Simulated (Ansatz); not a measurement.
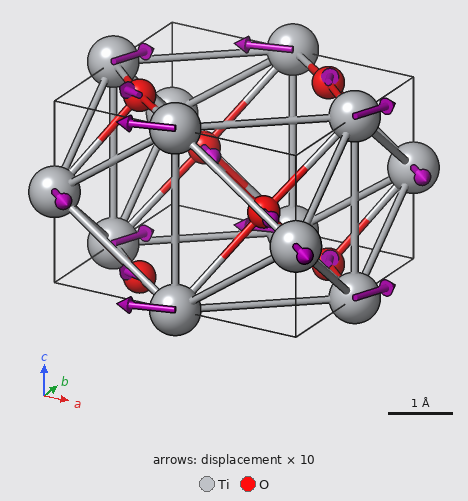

This is a relaxation of solid Ti3O4 (set up in Cmmm). The starting structure is drawn; purple arrows show the displacements, 10 times their true length.

The picture is a ball-and-stick view of the cell of the calculation, seen slightly off an axis.

All numbers below come from DFT PBEsol, scalar-relativistic, plane waves, PAW in Ansatz 0.2.0. (plane-wave cutoff 420 eV; k-point mesh 8 × 8 × 12; occupations gaussian; smearing width 0.15 eV; no spin polarisation)

**What happened in the run?**

The largest moves, 0.10 Å, are those of Ti atoms. Largest moves by element: Ti 0.10 Å, O 0.08 Å. The cell doesn't change. Some distances before and after: Ti–Ti 2.913 → 3.077 Å, Ti–Ti 2.913 → 2.749 Å, Ti–Ti 2.896 → 3.038 Å, Ti–Ti 2.896 → 2.756 Å. Bond angles that change, for instance: Ti–O–Ti 176.1° → 168.1°, Ti–O–Ti 91.4° → 97.4°, Ti–O–Ti 91.4° → 86.2°. The space group (tolerance 0.01 Å) goes from Cmmm (No. 65) to Amm2 (No. 38).
